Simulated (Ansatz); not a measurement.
# Run report: SiO2, geometry relaxation (part 2 of 2)

The same run, continued: SiO2 (P6₅22, 18 atoms in the cell); DFT LDA, scalar-relativistic, plane waves, PAW, no spin polarisation (Ansatz 0.2.0); cutoff 420 eV, 6×6×4 k-mesh, Gaussian smearing of 0.02 eV. The structure derives from a Materials Project entry. It belongs to a series of runs on one base structure; here: volume × 1.10, shape and atoms relaxed.

Geometry of the input (Å; fractional positions):
```
7.4883  0.0000  0.0000
-3.7442  6.4851  0.0000
0.0000  0.0000  7.2615
Si 0.5313  0.7656  0.4167
Si 0.4687  0.2344  0.9167
Si 0.2344  0.4687  0.7500
Si 0.7656  0.2344  0.5833
Si 0.7656  0.5313  0.2500
Si 0.2344  0.7656  0.0833
O  0.6142  0.3858  0.0833
O  0.0000  0.6765  0.1667
O  0.7716  0.3858  0.4167
O  0.6765  0.6765  0.3333
O  0.3235  0.3235  0.8333
O  0.6142  0.2284  0.7500
O  0.2284  0.6142  0.9167
O  0.3235  0.0000  0.0000
O  -0.0000  0.3235  0.6667
O  0.3858  0.7716  0.2500
O  0.3858  0.6142  0.5833
O  0.6765  0.0000  0.5000
```

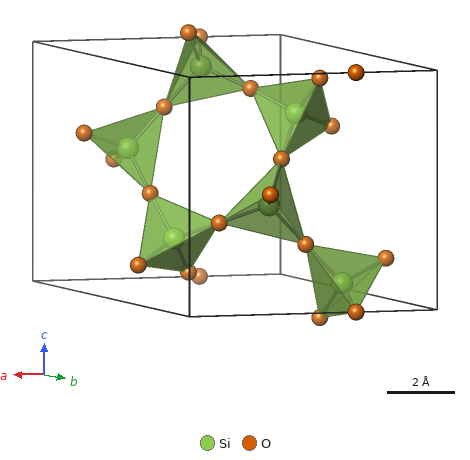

Fig. 1: The geometry at step 3 of the log (polyhedral view of the cell of the calculation, seen at an oblique angle; polyhedra are completed across the faces of the cell).

### Output, continued
```
--- Forces (eV/Å), atoms counted from 1 ---
  atom   1  Si    -0.00498148    -0.00287606    -0.00000000
  atom   2  Si     0.00498148     0.00287606    -0.00000000
  atom   3  Si    -0.00000000     0.00575212     0.00000000
  atom   4  Si    -0.00498148     0.00287606     0.00000000
  atom   5  Si     0.00000000    -0.00575212    -0.00000000
  atom   6  Si     0.00498148    -0.00287606     0.00000000
  atom   7  O     -0.00347767     0.00200783    -0.00000000
  atom   8  O      0.00074919    -0.00129763    -0.00000000
  atom   9  O      0.00347767     0.00200783     0.00000000
  atom  10  O     -0.00074919    -0.00129763     0.00000000
  atom  11  O      0.00074919     0.00129763     0.00000000
  atom  12  O      0.00000000    -0.00401567    -0.00000000
  atom  13  O     -0.00347767    -0.00200783     0.00000000
  atom  14  O      0.00149838     0.00000000     0.00000000
  atom  15  O     -0.00074919     0.00129763    -0.00000000
  atom  16  O     -0.00000000     0.00401567     0.00000000
  atom  17  O      0.00347767    -0.00200783    -0.00000000
  atom  18  O     -0.00149838    -0.00000000    -0.00000000
  max |Σ_I F_I| component: 2.78e-18 eV/Å
--- Stress (GPa, compression-positive) ---
      -10.554671      -0.000000       0.000000
       -0.000000     -10.554671       0.000000
        0.000000       0.000000     -10.570941
  P = ⅓ Tr σ = -10.5601 GPa (-105.601 kbar)
--- Band table (eV; the first three rows and the last of 21) ---
  k-point 0: bands = ["-19.9427", "-19.1370", "-19.1160", "-19.1160", "-18.6437", "-18.6437", "-18.0623", "-18.0535", "-18.0535", "-18.0237", "-18.0237", "-17.9791", "-9.8721", "-9.8721", "-8.8129", "-8.8129", "-8.7706", "-6.9516", "-6.8181", "-6.8181", "-6.4797", "-6.4797", "-6.4651", "-6.2852", "-3.9899", "-3.9899", "-3.8061", "-3.8061", "-3.7540", "-3.5636", "-3.1153", "-3.0776", "-3.0776", "-3.0342", "-2.9438", "-2.8436", "-2.8436", "-2.6584", "-2.6584", "-2.6462", "-2.6462", "-1.7355", "-1.6263", "-1.6263", "-1.6069", "-1.5344", "-1.5125", "-1.5125", "3.9039", "6.4734", "6.7782", "6.7782", "6.8876", "7.0830", "7.0830", "7.8110", "7.8110", "8.3231", "8.4613", "8.4613", "8.7673", "8.7673", "8.9286", "9.1179", "9.2082", "9.4691"]
  k-point 1: bands = ["-19.8806", "-19.4327", "-19.0914", "-18.8171", "-18.7992", "-18.5630", "-18.0627", "-18.0587", "-18.0549", "-18.0457", "-18.0033", "-17.9815", "-10.0110", "-9.5441", "-9.4448", "-8.8769", "-8.1085", "-7.0871", "-6.8241", "-6.7076", "-6.5933", "-6.4593", "-6.4365", "-6.3576", "-4.0278", "-3.8901", "-3.8495", "-3.7820", "-3.7761", "-3.5643", "-3.1406", "-3.1016", "-3.0823", "-3.0227", "-2.9381", "-2.9131", "-2.8445", "-2.8443", "-2.6380", "-2.4191", "-2.3697", "-1.9704", "-1.7431", "-1.7015", "-1.6723", "-1.4795", "-1.4625", "-1.4064", "4.2024", "5.9236", "6.6238", "6.8736", "7.0871", "7.2756", "7.7018", "7.7503", "7.9804", "8.1756", "8.3267", "8.5135", "8.6009", "8.6449", "8.6680", "8.7098", "8.9011", "9.0029"]
  k-point 2: bands = ["-19.7023", "-19.7023", "-18.9669", "-18.9669", "-18.6146", "-18.6146", "-18.0624", "-18.0624", "-18.0580", "-18.0580", "-17.9891", "-17.9891", "-9.8703", "-9.8703", "-9.1661", "-9.1661", "-7.4901", "-7.4901", "-6.7327", "-6.7327", "-6.5291", "-6.5291", "-6.4438", "-6.4438", "-3.9786", "-3.9786", "-3.7987", "-3.7987", "-3.6526", "-3.6526", "-3.1869", "-3.1869", "-3.0402", "-3.0402", "-2.9007", "-2.9007", "-2.8968", "-2.8968", "-2.4155", "-2.4155", "-2.0638", "-2.0638", "-1.9709", "-1.9709", "-1.5457", "-1.5457", "-1.3863", "-1.3863", "4.9661", "4.9661", "6.8482", "6.8482", "7.5509", "7.5509", "7.8300", "7.8300", "8.0653", "8.0653", "8.2091", "8.2091", "8.2880", "8.2880", "8.3965", "8.3965", "8.9492", "8.9492"]
  k-point 20: bands = ["-19.5047", "-19.5047", "-19.3685", "-19.3685", "-18.4024", "-18.4024", "-18.0614", "-18.0614", "-18.0318", "-18.0318", "-18.0067", "-18.0067", "-10.3306", "-10.3306", "-8.2585", "-8.2585", "-7.8441", "-7.8441", "-6.6501", "-6.6501", "-6.6298", "-6.6298", "-6.5070", "-6.5070", "-4.0730", "-4.0730", "-3.7959", "-3.7959", "-3.5979", "-3.5979", "-3.2998", "-3.2998", "-2.9498", "-2.9498", "-2.9186", "-2.9186", "-2.7310", "-2.7310", "-2.6162", "-2.6162", "-2.5371", "-2.5371", "-1.5409", "-1.5409", "-1.4402", "-1.4402", "-1.3361", "-1.3361", "5.8262", "5.8262", "6.2677", "6.2677", "6.5563", "6.5563", "7.5570", "7.5570", "7.7196", "7.7196", "8.0733", "8.0733", "8.6087", "8.6087", "8.9958", "8.9958", "9.2389", "9.2389"]
--- Relaxed structure (3 steps of the walk, 3 accepted, 1 SCFs on fresh bases) ---
  F+E_penalty+E_count = -10334.75892795 eV   max|allowed force component| = 5.752e-3 eV/Å   (the final SCF, on the basis selected at the relaxed cell)
  cell:  # Å, volume = 352.6348 Å³
    - [7.480909227062942, 2.744315157021901e-19, 4.082689319045416e-33]
    - [-3.740454613531471, 6.478657434041917, 4.0269350244241514e-32]
    - [3.959024113687711e-33, 4.7376321893796265e-32, 7.27588436386902]
  atoms:
    - { symbol: Si, position: [0.5299381317795631, 0.7649690658897815, 0.41666666666666663] }
    - { symbol: Si, position: [0.4700618682204369, 0.2350309341102185, 0.9166666666666666] }
    - { symbol: Si, position: [0.2350309341102185, 0.470061868220437, 0.75] }
    - { symbol: Si, position: [0.7649690658897816, 0.2350309341102185, 0.5833333333333334] }
    - { symbol: Si, position: [0.7649690658897816, 0.5299381317795633, 0.25] }
    - { symbol: Si, position: [0.23503093411021841, 0.7649690658897815, 0.08333333333333334] }
    - { symbol: O, position: [0.6150272475558233, 0.3849727524441769, 0.08333333333333334] }
    - { symbol: O, position: [5.551115123125783e-17, 0.6729095579226246, 0.16666666666666666] }
    - { symbol: O, position: [0.7699455048883534, 0.3849727524441769, 0.41666666666666663] }
    - { symbol: O, position: [0.6729095579226245, 0.6729095579226246, 0.33333333333333337] }
    - { symbol: O, position: [0.3270904420773755, 0.3270904420773755, 0.8333333333333334] }
    - { symbol: O, position: [0.6150272475558233, 0.23005449511164655, 0.75] }
    - { symbol: O, position: [0.23005449511164655, 0.6150272475558234, 0.9166666666666666] }
    - { symbol: O, position: [0.3270904420773754, -5.601372957807147e-20, -3.4786220593139152e-34] }
    - { symbol: O, position: [2.775557561562891e-17, 0.3270904420773755, 0.6666666666666666] }
    - { symbol: O, position: [0.3849727524441769, 0.7699455048883538, 0.25] }
    - { symbol: O, position: [0.38497275244417684, 0.6150272475558234, 0.5833333333333334] }
    - { symbol: O, position: [0.6729095579226245, 9.93929090684411e-20, 0.5] }
```

### Trajectory as extended XYZ (Å, eV, eV/Å), 4 frames, from step=1 to step=4
```
18
Lattice="7.4883 0.0000 0.0000 -3.7442 6.4851 0.0000 0.0000 0.0000 7.2615" Properties=species:S:1:pos:R:3:forces:R:3 step=1 energy=-10334.74532 pressure_GPa=-10.88
Si    1.1116    4.9652    3.0256   -0.0473  -0.0273   0.0000
Si    2.6325    1.5199    6.6564    0.0473   0.0273   0.0000
Si    0.0000    3.0398    5.4461    0.0000   0.0546   0.0000
Si    4.8558    1.5199    4.2359   -0.0473   0.0273   0.0000
Si    3.7442    3.4453    1.8154    0.0000  -0.0546   0.0000
Si   -1.1116    4.9652    0.6051    0.0473  -0.0273   0.0000
O     3.1547    2.5020    0.6051    0.0224  -0.0129   0.0000
O    -2.5331    4.3875    1.2102    0.0735  -0.1273   0.0000
O     4.3337    2.5020    3.0256   -0.0224  -0.0129   0.0000
O     2.5331    4.3875    2.4205   -0.0735  -0.1273   0.0000
O     1.2111    2.0976    6.0512    0.0735   0.1273   0.0000
O     3.7442    1.4810    5.4461    0.0000   0.0258   0.0000
O    -0.5895    3.9830    6.6564    0.0224   0.0129   0.0000
O     2.4221    0.0000    0.0000    0.1469   0.0000   0.0000
O    -1.2111    2.0976    4.8410   -0.0735   0.1273   0.0000
O     0.0000    5.0041    1.8154    0.0000  -0.0258   0.0000
O     0.5895    3.9830    4.2359   -0.0224   0.0129   0.0000
O     5.0662    0.0000    3.6307   -0.1469   0.0000   0.0000
18
Lattice="7.4863 0.0000 0.0000 -3.7432 6.4834 0.0000 0.0000 0.0000 7.2653" Properties=species:S:1:pos:R:3:forces:R:3 step=2 energy=-10334.75135 pressure_GPa=-10.80
Si    1.1089    4.9624    3.0272   -0.0081  -0.0047   0.0000
Si    2.6343    1.5209    6.6599    0.0081   0.0047   0.0000
Si    0.0000    3.0418    5.4490    0.0000   0.0094   0.0000
Si    4.8520    1.5209    4.2381   -0.0081   0.0047   0.0000
Si    3.7432    3.4415    1.8163    0.0000  -0.0094   0.0000
Si   -1.1089    4.9624    0.6054    0.0081  -0.0047   0.0000
O     3.1564    2.4999    0.6054    0.0170  -0.0098   0.0000
O    -2.5292    4.3807    1.2109    0.0597  -0.1034   0.0000
O     4.3300    2.4999    3.0272   -0.0170  -0.0098   0.0000
O     2.5292    4.3807    2.4218   -0.0597  -0.1034   0.0000
O     1.2140    2.1027    6.0544    0.0597   0.1034   0.0000
O     3.7432    1.4835    5.4490    0.0000   0.0197   0.0000
O    -0.5868    3.9835    6.6599    0.0170   0.0098   0.0000
O     2.4280    0.0000    0.0000    0.1194   0.0000   0.0000
O    -1.2140    2.1027    4.8435   -0.0597   0.1034   0.0000
O     0.0000    4.9998    1.8163    0.0000  -0.0197   0.0000
O     0.5868    3.9835    4.2381   -0.0170   0.0098   0.0000
O     5.0584    0.0000    3.6327   -0.1194   0.0000   0.0000
18
Lattice="7.4809 0.0000 0.0000 -3.7405 6.4787 0.0000 0.0000 0.0000 7.2759" Properties=species:S:1:pos:R:3:forces:R:3 step=3 energy=-10334.75934 pressure_GPa=-10.56
Si    1.1031    4.9560    3.0316   -0.0050  -0.0029   0.0000
Si    2.6374    1.5227    6.6696    0.0050   0.0029   0.0000
Si    0.0000    3.0454    5.4569    0.0000   0.0058   0.0000
Si    4.8435    1.5227    4.2443   -0.0050   0.0029   0.0000
Si    3.7405    3.4333    1.8190    0.0000  -0.0058   0.0000
Si   -1.1031    4.9560    0.6063    0.0050  -0.0029   0.0000
O     3.1610    2.4941    0.6063   -0.0035   0.0020   0.0000
O    -2.5170    4.3596    1.2126    0.0007  -0.0013   0.0000
O     4.3199    2.4941    3.0316    0.0035   0.0020   0.0000
O     2.5170    4.3596    2.4253   -0.0007  -0.0013   0.0000
O     1.2235    2.1191    6.0632    0.0007   0.0013   0.0000
O     3.7405    1.4904    5.4569    0.0000  -0.0040   0.0000
O    -0.5795    3.9846    6.6696   -0.0035  -0.0020   0.0000
O     2.4469    0.0000    0.0000    0.0015   0.0000   0.0000
O    -1.2235    2.1191    4.8506   -0.0007   0.0013   0.0000
O     0.0000    4.9882    1.8190    0.0000   0.0040   0.0000
O     0.5795    3.9846    4.2443    0.0035  -0.0020   0.0000
O     5.0340    0.0000    3.6379   -0.0015   0.0000   0.0000
18
Lattice="7.4809 0.0000 0.0000 -3.7405 6.4787 0.0000 0.0000 0.0000 7.2759" Properties=species:S:1:pos:R:3:forces:R:3 step=4 energy=-10334.75893 pressure_GPa=-10.56
Si    1.1031    4.9560    3.0316   -0.0050  -0.0029   0.0000
Si    2.6374    1.5227    6.6696    0.0050   0.0029   0.0000
Si    0.0000    3.0454    5.4569    0.0000   0.0058   0.0000
Si    4.8435    1.5227    4.2443   -0.0050   0.0029   0.0000
Si    3.7405    3.4333    1.8190    0.0000  -0.0058   0.0000
Si   -1.1031    4.9560    0.6063    0.0050  -0.0029   0.0000
O     3.1610    2.4941    0.6063   -0.0035   0.0020   0.0000
O    -2.5170    4.3596    1.2126    0.0007  -0.0013   0.0000
O     4.3199    2.4941    3.0316    0.0035   0.0020   0.0000
O     2.5170    4.3596    2.4253   -0.0007  -0.0013   0.0000
O     1.2235    2.1191    6.0632    0.0007   0.0013   0.0000
O     3.7405    1.4904    5.4569    0.0000  -0.0040   0.0000
O    -0.5795    3.9846    6.6696   -0.0035  -0.0020   0.0000
O     2.4469    0.0000    0.0000    0.0015   0.0000   0.0000
O    -1.2235    2.1191    4.8506   -0.0007   0.0013   0.0000
O     0.0000    4.9882    1.8190    0.0000   0.0040   0.0000
O     0.5795    3.9846    4.2443    0.0035  -0.0020   0.0000
O     5.0340    0.0000    3.6379   -0.0015   0.0000   0.0000
```

### Summary

```tsv
quantity	value
outcome	converged
space group (tolerance 0.01 Å)	P6₅22 (179)
electrons treated	96
free energy	−10334.7589 eV
Fermi energy	1.291 eV
gap on the k-point mesh	5.23 eV
pressure	−10.56 GPa
final volume	352.63 Å³
largest force (length of the vector) at the end	0.006 eV/Å
final cell	a = 7.481 Å, b = 7.481 Å, c = 7.276 Å, α = 90.00°, β = 90.00°, γ = 120.00°
wall time	90 s (CPU time 5.6 min)
peak memory	0.99 GiB
```

### Remarks

The cell is under a tension of 10.6 GPa at this level, so it is not at its equilibrium volume.
